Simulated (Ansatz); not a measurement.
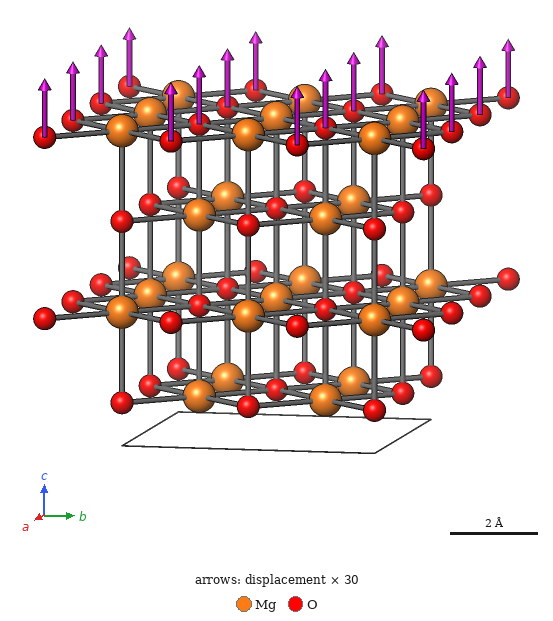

This is a constrained relaxation of a slab of composition MgO (cut from the Fm-3m phase). The starting structure is drawn; purple arrows show the displacements, 30 times their true length.

A ball-and-stick model of the cell of the calculation, outlined in the plane, without the vacuum, seen slightly off an axis.

Case: clean slab, lower half held. The slab is the (1 0 0) face of MgO. 16 atoms are held fixed.

Computed with DFT PBE+D3(BJ), scalar-relativistic, plane waves, PAW in Ansatz.

Input file:
```yaml
crystal:
  lattice:
    - [5.9506164682, 0.0, 0.0]
    - [0.0, 5.9506164682, 0.0]
    - [0.0, 0.0, 23.3115818854]
  atoms:
    - { symbol: Mg, position: [0.25, 0.25, 0.3646256201] }
    - { symbol: Mg, position: [0.25, 0.75, 0.3646256201] }
    - { symbol: Mg, position: [0.75, 0.25, 0.3646256201] }
    - { symbol: Mg, position: [0.75, 0.75, 0.3646256201] }
    - { symbol: O, position: [0.5, 0.5, 0.3646256201] }
    - { symbol: O, position: [0.5, 0.0, 0.3646256201] }
    - { symbol: O, position: [0.0, 0.5, 0.3646256201] }
    - { symbol: O, position: [0.0, 0.0, 0.3646256201] }
    - { symbol: Mg, position: [0.5, 0.5, 0.4548752067] }
    - { symbol: Mg, position: [0.5, 0.0, 0.4548752067] }
    - { symbol: Mg, position: [0.0, 0.5, 0.4548752067] }
    - { symbol: Mg, position: [0.0, 0.0, 0.4548752067] }
    - { symbol: O, position: [0.75, 0.75, 0.4548752067] }
    - { symbol: O, position: [0.75, 0.25, 0.4548752067] }
    - { symbol: O, position: [0.25, 0.75, 0.4548752067] }
    - { symbol: O, position: [0.25, 0.25, 0.4548752067] }
    - { symbol: Mg, position: [0.75, 0.75, 0.5451247933] }
    - { symbol: Mg, position: [0.75, 0.25, 0.5451247933] }
    - { symbol: Mg, position: [0.25, 0.75, 0.5451247933] }
    - { symbol: Mg, position: [0.25, 0.25, 0.5451247933] }
    - { symbol: O, position: [0.0, 0.0, 0.5451247933] }
    - { symbol: O, position: [0.0, 0.5, 0.5451247933] }
    - { symbol: O, position: [0.5, 0.0, 0.5451247933] }
    - { symbol: O, position: [0.5, 0.5, 0.5451247933] }
    - { symbol: Mg, position: [0.0, 0.0, 0.6353743799] }
    - { symbol: Mg, position: [0.0, 0.5, 0.6353743799] }
    - { symbol: Mg, position: [0.5, 0.0, 0.6353743799] }
    - { symbol: Mg, position: [0.5, 0.5, 0.6353743799] }
    - { symbol: O, position: [0.25, 0.25, 0.6353743799] }
    - { symbol: O, position: [0.25, 0.75, 0.6353743799] }
    - { symbol: O, position: [0.75, 0.25, 0.6353743799] }
    - { symbol: O, position: [0.75, 0.75, 0.6353743799] }
basis:
  ecutwfc: 420
kpoints:
  mp_grid: { grid: [5, 5, 1] }
hamiltonian:
  xc: pbe
  dispersion: d3bj
scf:
  occupations: { method: gaussian, width: 0.05 }
output:
  forces: true
  eigenvalues: true
  write_density: true
  write_potential: true
  elf: true
  volumetric_format: npy
relax:
  adjacent_minimum: "off"
  f_tol: 0.03
  max_steps: 70
  constraints: [{ sites: [0, 1, 2, 3, 4, 5, 6, 7, 8, 9, 10, 11, 12, 13, 14, 15] }]
efield:
  axis: 3
  dipole_correction: true
  ramp_width: 0.04
```

Command:
```bash
ansatz run input.yaml --threads 4 --pin off --max-ram 10240MiB --backend cpu --events-out ev --progress --plain --runs-dir out
```

Which element moves most?

Answer. Oxygen: up to 0.046 Å, against 0.009 Å for magnesium.

What did the optimiser do to the structure, and how much energy did it gain?

Answer. After 3 geometry steps the energy has fallen by 52.0 meV per cell of the calculation. The largest force component goes from 0.53 to 0.0089 eV/Å. The largest moves, 0.046 Å, are those of O29, O30, O31 and O32. O29 goes along the normal (+c). By element the largest moves are O 0.046 Å, Mg 0.009 Å. The cell doesn't change. Among the contacts that change: Mg17–O32 2.104 → 2.141 Å. Bond angles that change, for instance: O29–Mg27–O32 180.0° → 177.3°, Mg25–O30–Mg28 180.0° → 177.3°. The run took 2.6 min on 4 threads of Intel(R) Xeon(R) Processor @ 2.50GHz (Skylake/Cascade Lake) (shared host), peak memory 2.6 GiB.
